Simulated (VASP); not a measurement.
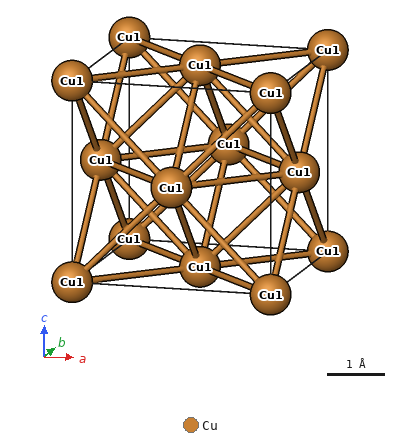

Fig. 1: The input geometry of the first run (ball-and-stick view of the cell 4 times as large as that of the calculation, set on its symmetry axes, seen slightly off an axis; atoms are numbered from 1 in the order of the input). Near neighbours in the crystal (not all of them lie inside the picture): Cu has 12 Cu at 2.58 Å.

**Two runs on Cu**

System: Cu (Fm-3m, 1 atom in the cell).
Method of the first run: Kohn-Sham DFT of a periodic cell, PBEsol, VASP PAW PBE potentials, recommended, no spin polarisation (VASP 6.6.1).

The structure derives from an entry of the Crystallography Open Database. 

## INCAR, the first run
```
SYSTEM = Cu
ALGO = Fast ; EDIFF = 1E-7
EDIFFG = -0.005 ; ENCUT = 600
GGA = PS ; IBRION = 2
ISIF = 3 ; ISMEAR = 0
LASPH = .TRUE. ; LCHARG = .FALSE.
LREAL = .FALSE. ; LWAVE = .FALSE.
NELM = 100 ; NSW = 90
PREC = Accurate ; SIGMA = 0.1
```

## KPOINTS, the first run
```
k-points
0
G
  20 20 20
  0 0 0
```

## POSCAR, the first run
```
Cu
1.0
    0.0000000000      1.8250000000      1.8250000000
    1.8250000000      0.0000000000      1.8250000000
    1.8250000000      1.8250000000      0.0000000000
Cu
1
Direct
    0.0000000000      0.0000000000      0.0000000000
```

Launched with:
```bash
cat potpaw_PBE.64/Cu/POTCAR > POTCAR
mpirun -np 1 vasp_std > vasp.out
```

Hardware: 1 thread of Intel Xeon (Sapphire Rapids), 360 GiB of memory available, shared host.

## OSZICAR and lines of OUTCAR (the first run)
```
N       E                     dE             d eps       ncg     rms          rms(c)
DAV:   1     0.377064432429E+02    0.37706E+02   -0.61692E+03  4712   0.226E+03
DAV:   2    -0.488223969858E+01   -0.42589E+02   -0.40449E+02  4616   0.203E+02
DAV:   3    -0.535044067950E+01   -0.46820E+00   -0.46656E+00  5434   0.313E+01
DAV:   4    -0.535375311339E+01   -0.33124E-02   -0.33121E-02  5634   0.238E+00
DAV:   5    -0.535378796270E+01   -0.34849E-04   -0.34850E-04  5491   0.193E-01    0.833E+00
RMM:   6    -0.472892376932E+01    0.62486E+00   -0.68143E+00  4627   0.661E+01    0.505E+00
RMM:   7    -0.429362826120E+01    0.43530E+00   -0.13069E+00  4623   0.306E+01    0.100E+00
[...]
RMM:   2    -0.431045938837E+01    0.22501E-06   -0.15954E-06  4532   0.309E-02    0.220E-03
RMM:   3    -0.431045928253E+01    0.10584E-06   -0.23428E-07  3206   0.133E-02    0.902E-04
RMM:   4    -0.431045928447E+01   -0.19381E-08   -0.17651E-08  2640   0.202E-03
   5 F= -.43104593E+01 E0= -.43098129E+01  d E =-.619226E-06
       N       E                     dE             d eps       ncg     rms          rms(c)
DAV:   1    -0.431046224044E+01   -0.29579E-05   -0.35079E-05  5062   0.157E-01    0.108E-02
RMM:   2    -0.431046109304E+01    0.11474E-05   -0.75050E-06  4621   0.672E-02    0.475E-03
RMM:   3    -0.431046062581E+01    0.46723E-06   -0.10939E-06  4340   0.286E-02    0.196E-03
RMM:   4    -0.431046060538E+01    0.20436E-07   -0.74262E-08  2786   0.376E-03
   6 F= -.43104606E+01 E0= -.43098142E+01  d E =-.194013E-05
[... from OUTCAR:]
  free energy    TOTEN  =        -4.31046061 eV
  energy without entropy =       -4.30916787  energy(sigma->0) =       -4.30981424
 E-fermi :   7.8353     XC(G=0): -13.1273     alpha+bet :-13.9354
  free  energy   TOTEN  =        -4.3104606054 eV
  energy  without entropy=       -4.3091678730  energy(sigma->0) =       -4.30981424
```

The input of the second run differs as follows (lines with − go, lines with + come):
```diff
-EDIFFG = -0.005 ; ENCUT = 600
+EDIFFG = -0.005 ; ENCUT = 300
```

How does the second run compare with the first run?

The free energy of the second run is 8.9 meV per atom lower, which comes mainly from the change of cutoff or grids; a solver setting shouldn't move a converged energy. The volume per atom goes from 11.38 to 11.31 Å³. The SCF takes 81 iterations over all geometry steps against 54. On the same kind of shared host the second run took about 0.47 times as long.

## OSZICAR and lines of OUTCAR (the second run)
```
N       E                     dE             d eps       ncg     rms          rms(c)
DAV:   1     0.259738461814E+02    0.25974E+02   -0.41155E+03  4697   0.132E+03
DAV:   2    -0.510261396328E+01   -0.31076E+02   -0.29334E+02  4633   0.165E+02
DAV:   3    -0.535259403886E+01   -0.24998E+00   -0.24964E+00  5482   0.207E+01
DAV:   4    -0.535407444125E+01   -0.14804E-02   -0.14803E-02  5663   0.145E+00
DAV:   5    -0.535408877289E+01   -0.14332E-04   -0.14333E-04  5368   0.113E-01    0.832E+00
RMM:   6    -0.473008288764E+01    0.62401E+00   -0.68049E+00  4621   0.607E+01    0.504E+00
RMM:   7    -0.429365348441E+01    0.43643E+00   -0.12852E+00  4616   0.275E+01    0.972E-01
[...]
RMM:   6    -0.431935122199E+01    0.30422E-07   -0.63966E-08  2777   0.284E-03
  11 F= -.43193512E+01 E0= -.43187048E+01  d E =-.151995E-04
       N       E                     dE             d eps       ncg     rms          rms(c)
DAV:   1    -0.431946819111E+01   -0.11694E-03   -0.20746E-03  4900   0.113E+00    0.855E-02
RMM:   2    -0.431939172677E+01    0.76464E-04   -0.46918E-04  4643   0.497E-01    0.373E-02
RMM:   3    -0.431936432888E+01    0.27398E-04   -0.68097E-05  4633   0.208E-01    0.155E-02
RMM:   4    -0.431936179958E+01    0.25293E-05   -0.37992E-06  4623   0.260E-02    0.560E-03
RMM:   5    -0.431936133668E+01    0.46290E-06   -0.15519E-06  4573   0.318E-02    0.859E-04
RMM:   6    -0.431936128364E+01    0.53041E-07   -0.25377E-07  3467   0.592E-03
  12 F= -.43193613E+01 E0= -.43187150E+01  d E =-.252612E-04
[... from OUTCAR:]
  free energy    TOTEN  =        -4.31936128 eV
  energy without entropy =       -4.31806877  energy(sigma->0) =       -4.31871503
 E-fermi :   7.9096     XC(G=0): -13.1631     alpha+bet :-14.0151
  free  energy   TOTEN  =        -4.3193612836 eV
  energy  without entropy=       -4.3180687733  energy(sigma->0) =       -4.31871503
```

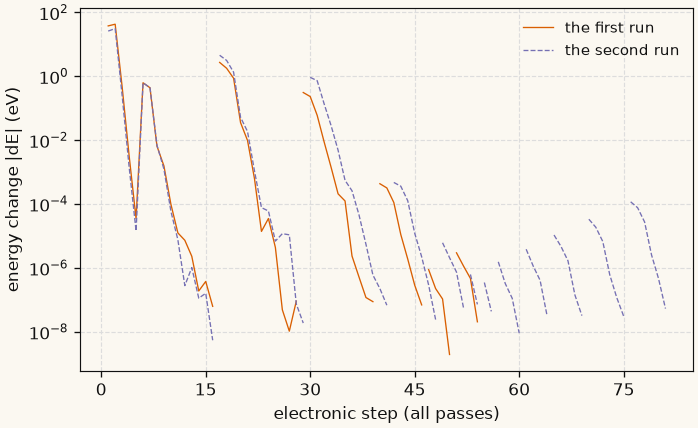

Fig. 2: Convergence of the two runs: energy change |dE| against the electronic step. A break in a curve parts two SCF passes. The first run takes 54 steps in all, and the second run takes 81.

## The two runs side by side

| quantity | the first run | the second run |
| --- | --- | --- |
| outcome | converged | converged |
| free energy per atom (eV) | −4.3105 | −4.3194 |
| energy per atom, smearing taken to zero (eV) | −4.3098 | −4.3187 |
| gap on the mesh (eV) | 0.00 | 0.00 |
| pressure (GPa) | −0.05 | 0.01 |
| volume per atom (Å³) | 11.38 | 11.31 |
| largest force (eV/Å) | 0.000 | 0.000 |
| SCF iterations | 54 | 81 |
| irreducible k-points | 256 | 256 |

For both runs: The volume changed by more than 5 % on the plane waves of the start, so the result carries a basis error; a second relaxation from the end is advised.
